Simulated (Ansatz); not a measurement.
## Electronic structure of HC₉ (slab) in real space

The calculation's input:

```
crystal:
  lattice:
    - [2.4649796696, 0.0, 0.0]
    - [-1.2324898348, 2.1347350137, 0.0]
    - [0.0, 0.0, 30.2076501055]
  atoms:
    - { symbol: C, position: [0.0, 0.0, 0.2813856823] }
    - { symbol: C, position: [0.6666666667, 0.3333333333, 0.2813856745] }
    - { symbol: C, position: [0.0, 0.0, 0.3929208932] }
    - { symbol: C, position: [0.3333333333, 0.6666666667, 0.3929208853] }
    - { symbol: C, position: [0.0, 0.0, 0.504456104] }
    - { symbol: C, position: [0.6666666667, 0.3333333333, 0.5044560961] }
    - { symbol: C, position: [0.0, 0.0, 0.6159913148] }
    - { symbol: C, position: [0.3333333333, 0.6666666667, 0.615991307] }
    - { symbol: C, position: [0.0, 0.0, 0.6663096943] }
    - { symbol: H, position: [0.0, 0.0, 0.702724311] }
basis:
  ecutwfc: 420
kpoints:
  mp_grid: { grid: [12, 12, 1] }
hamiltonian:
  xc: pbe
  dispersion: d3bj
scf:
  occupations: { method: gaussian, width: 0.1 }
output:
  forces: true
  eigenvalues: true
  write_density: true
  write_potential: true
  elf: true
  volumetric_format: npy
relax:
  adjacent_minimum: "off"
  f_tol: 0.03
  max_steps: 70
  constraints: [{ sites: [0, 1, 2, 3] }]
efield:
  axis: 3
  dipole_correction: true
  ramp_width: 0.04
```

Launched as:

```sh
ansatz run input.yaml --threads 2 --pin off --max-ram 5120MiB --backend cpu --events-out ev --progress --plain --runs-dir out
```

The fields are those of the run's last geometry, not of the input's.

Computed without spin polarisation.

Level of theory: DFT PBE+D3(BJ), scalar-relativistic, plane waves, PAW in Ansatz 0.2.0.

Core electrons are frozen (PAW), and the valence fields are smoothed inside the atomic spheres.

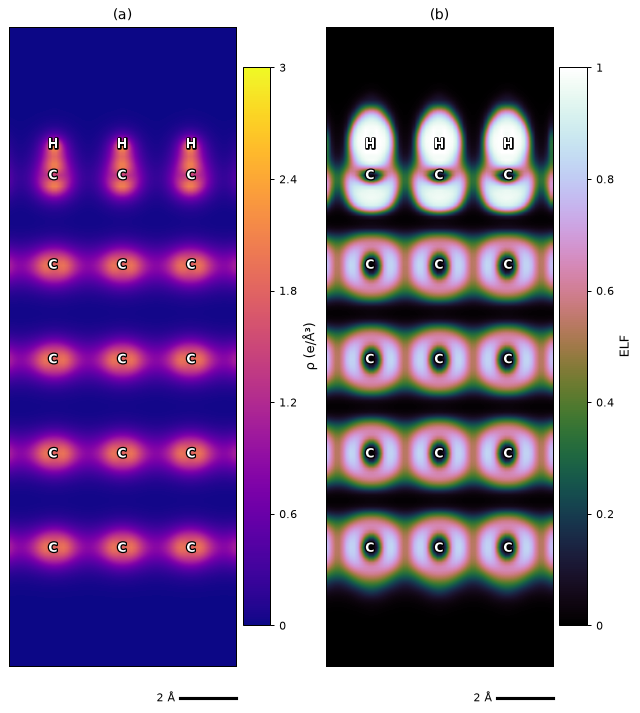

Figure 1. (a) valence pseudo-density; (b) ELF on the (100) plane of the calculation cell, a cut from vacuum to vacuum.

**Interpret the plot.**

- Atoms in the plane: C and H.
- Atoms just off the plane (C, 0.7 Å away) can leave unmarked features too.
- C–H (1.12 Å): ρ is about 2 e/Å³ halfway; the ELF is about 1 at the midpoint; an ordinary covalent bond to hydrogen.
- The density dies away to nearly zero in the vacuum.

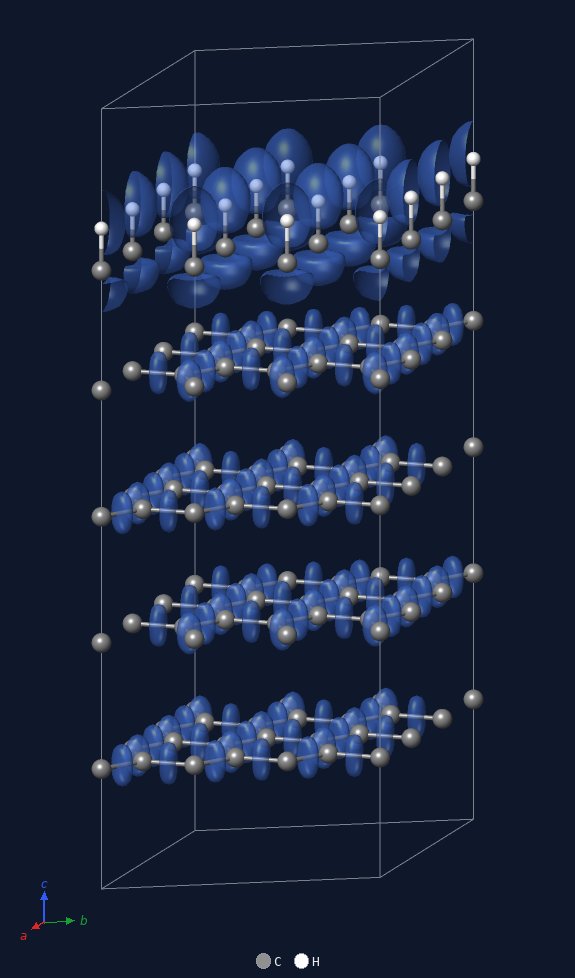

Figure 2. Isosurface of the ELF at 0.85 (blue), seen slightly off an axis. Only the valence region is drawn (cores and ρ < 0.01 e/Å³ removed). Sticks mark near contacts.

**Identify the bonds, lone pairs and shells in this picture.**

The surface consists of twelve regions between bonded C–C atoms, one region around a hydrogen nucleus and one lobe on C, pointing away from the bonds (lone pairs), counted in one cell of 10 atoms. Counts are for one cell; the picture repeats the cell along the surface. Profiles from the grid: C–C (1.42 Å): the ELF peaks at about 0.95 between the atoms.

**Does the calculation give a band gap?**

It is metallic or semimetallic at this level of theory: no gap opens.
